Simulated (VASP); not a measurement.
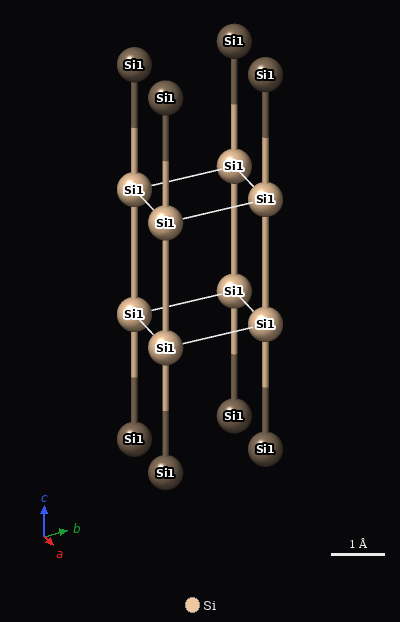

**Figure 1.** The structure as given in the input (ball-and-stick view of the cell of the calculation, seen slightly off an axis; neighbours outside the cell are drawn fainter; atoms are numbered from 1 in the order of the input).

**What a change does: geometry relaxation on Si**

System: Si (P6/mmm, 1 atom in the cell).
Method of the first run: Kohn-Sham DFT of a periodic cell, optB86b-vdW, VASP PAW PBE potentials, recommended, no spin polarisation (VASP 6.6.1).

The structure derives from a Materials Project entry. 

**INCAR, the first run**
```
AGGAC = 0.0 ; ALGO = Normal
EDIFF = 1E-7 ; EDIFFG = -0.01
ENCUT = 600 ; GGA = MK
IBRION = 2 ; ISIF = 3
ISMEAR = -1 ; LASPH = T
LCHARG = F ; LREAL = F
LUSE_VDW = T ; LWAVE = F
NELM = 60 ; NSW = 40
PARAM1 = 0.1234 ; PARAM2 = 1.0
PREC = Accurate ; SIGMA = 0.05
```

**KPOINTS, the first run**
```
k-points
0
Gamma
  12 12 11
```

**POSCAR, the first run**
```
Si
1.0
    2.6205428149      0.0000000000      0.0000000000
   -1.3102714075      2.2694566494      0.0000000000
    0.0000000000      0.0000000000      2.4663543900
Si
1
Direct
    0.0000000000      0.0000000000      0.0000000000
```

Command:
```bash
cat potpaw_PBE.64/Si/POTCAR > POTCAR
mpirun -np 1 vasp_std > vasp.out
```

Hardware: 1 thread of Intel Xeon (Sapphire Rapids), 192 GiB of memory available, shared host.

**OSZICAR and lines of OUTCAR (the first run)**
```
N       E                     dE             d eps       ncg     rms          rms(c)
DAV:   1     0.522811700133E+00    0.52281E+00   -0.19031E+03  1446   0.576E+02
DAV:   2    -0.395044615898E+01   -0.44733E+01   -0.41349E+01  1914   0.471E+01
DAV:   3    -0.399655186091E+01   -0.46106E-01   -0.45863E-01  1710   0.508E+00
DAV:   4    -0.399664316563E+01   -0.91305E-04   -0.91303E-04  1938   0.246E-01
DAV:   5    -0.399664340263E+01   -0.23699E-06   -0.23672E-06  1770   0.857E-03    0.285E+00
DAV:   6    -0.399979006580E+01   -0.31467E-02   -0.29458E-03  1596   0.391E-01    0.167E+00
DAV:   7    -0.400189837626E+01   -0.21083E-02   -0.66407E-03  1620   0.614E-01    0.142E-01
[...]
DAV:   2    -0.400779817447E+01    0.14979E-05   -0.34518E-06  1548   0.144E-02    0.439E-03
DAV:   3    -0.400779749135E+01    0.68312E-06   -0.19659E-06  1674   0.767E-03    0.405E-04
DAV:   4    -0.400779750654E+01   -0.15190E-07   -0.81861E-08   810   0.251E-03
   6 F= -.40077975E+01 E0= -.40065202E+01  d E =-.226984E-04
       N       E                     dE             d eps       ncg     rms          rms(c)
DAV:   1    -0.400780154135E+01   -0.40500E-05   -0.10172E-04  1566   0.568E-02    0.844E-03
DAV:   2    -0.400780026529E+01    0.12761E-05   -0.20853E-06  1680   0.117E-02    0.535E-03
DAV:   3    -0.400779942084E+01    0.84445E-06   -0.13210E-06  1662   0.639E-03    0.136E-03
DAV:   4    -0.400779940920E+01    0.11638E-07   -0.22517E-08   744   0.134E-03
   7 F= -.40077994E+01 E0= -.40065272E+01  d E =-.190266E-05
[... from OUTCAR:]
  free energy    TOTEN  =        -4.00779941 eV
  energy without entropy =       -4.00525497  energy(sigma->0) =       -4.00652719
 E-fermi :   9.2321     XC(G=0): -10.9095     alpha+bet :-15.8593
  free  energy   TOTEN  =        -4.0077994092 eV
  energy  without entropy=       -4.0052549694  energy(sigma->0) =       -4.00652719
```

The input of the second run differs as follows (lines with − go, lines with + come):
```diff
-EDIFF = 1E-7 ; EDIFFG = -0.01
-ENCUT = 600 ; GGA = MK
+EDIFF = 1E-6 ; EDIFFG = -0.02
+ENCUT = 600 ; GGA = RE
-NELM = 60 ; NSW = 40
-PARAM1 = 0.1234 ; PARAM2 = 1.0
+NELM = 80 ; NSW = 60
```

Predict how the results change.

The total energies belong to different methods, so their difference says nothing on which is more stable or more accurate. The volume per atom goes from 15.12 to 15.87 Å³. The SCF takes 29 iterations over all geometry steps against 43. On the same kind of shared host the second run took about 0.58 times as long.

**OSZICAR and lines of OUTCAR (the second run)**
```
N       E                     dE             d eps       ncg     rms          rms(c)
DAV:   1     0.131330194752E+01    0.13133E+01   -0.18984E+03  1446   0.575E+02
DAV:   2    -0.316970542508E+01   -0.44830E+01   -0.41541E+01  1908   0.472E+01
DAV:   3    -0.321783524574E+01   -0.48130E-01   -0.47872E-01  1716   0.518E+00
DAV:   4    -0.321793723535E+01   -0.10199E-03   -0.10199E-03  1938   0.257E-01
DAV:   5    -0.321793751152E+01   -0.27617E-06   -0.27765E-06  1800   0.959E-03    0.266E+00
DAV:   6    -0.323343023693E+01   -0.15493E-01   -0.62976E-03  1566   0.604E-01    0.161E+00
DAV:   7    -0.324501014206E+01   -0.11580E-01   -0.16915E-02  1638   0.102E+00    0.152E-01
[...]
DAV:   3    -0.327457998333E+01    0.10464E-03   -0.29277E-04  1590   0.936E-02    0.461E-03
DAV:   4    -0.327458141415E+01   -0.14308E-05   -0.15242E-05  1506   0.338E-02    0.433E-03
DAV:   5    -0.327458173332E+01   -0.31917E-06   -0.43044E-07   972   0.624E-03
   4 F= -.32745817E+01 E0= -.32730235E+01  d E =-.245440E-03
       N       E                     dE             d eps       ncg     rms          rms(c)
DAV:   1    -0.327461022516E+01   -0.28811E-04   -0.68265E-04  1602   0.146E-01    0.169E-02
DAV:   2    -0.327460235697E+01    0.78682E-05   -0.18365E-05  1578   0.332E-02    0.941E-03
DAV:   3    -0.327459851330E+01    0.38437E-05   -0.10868E-05  1596   0.181E-02    0.908E-04
DAV:   4    -0.327459857556E+01   -0.62255E-07   -0.55912E-07   744   0.657E-03
   5 F= -.32745986E+01 E0= -.32730829E+01  d E =-.262282E-03
[... from OUTCAR:]
  free energy    TOTEN  =        -3.27459858 eV
  energy without entropy =       -3.27156714  energy(sigma->0) =       -3.27308286
 E-fermi :   8.7078     XC(G=0): -10.5817     alpha+bet :-15.1095
  free  energy   TOTEN  =        -3.2745985756 eV
  energy  without entropy=       -3.2715671402  energy(sigma->0) =       -3.27308286
```

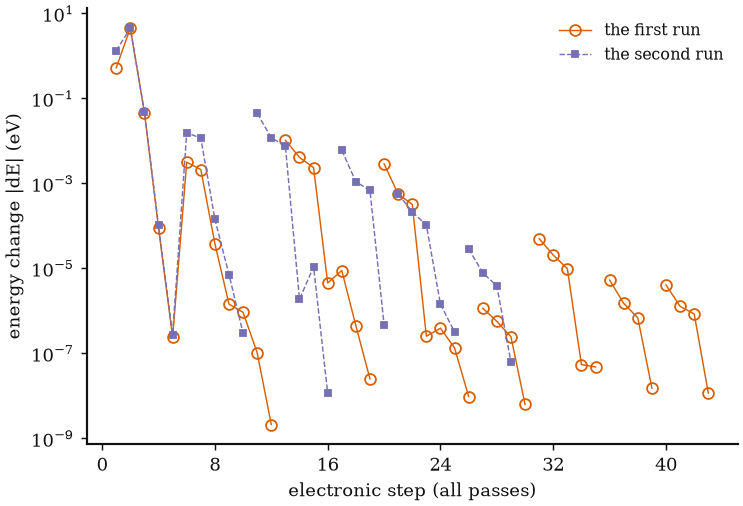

**Figure 2.** Convergence of the two runs: energy change |dE| against the electronic step. A break in a curve parts two SCF passes. The first run takes 43 steps in all, and the second run takes 29.

**The two runs side by side**

```tsv
quantity	the first run	the second run
outcome	converged	converged
free energy per atom (eV)	−4.0078	−3.2746
energy per atom, smearing taken to zero (eV)	−4.0065	−3.2731
gap on the mesh (eV)	0.00	0.00
pressure (GPa)	−0.02	0.01
volume per atom (Å³)	15.12	15.87
largest force (eV/Å)	0.000	0.000
SCF iterations	43	29
irreducible k-points	114	114
```

For the second run: The volume changed by more than 5 % on the plane waves of the start, so the result carries a basis error; a second relaxation from the end is advised.
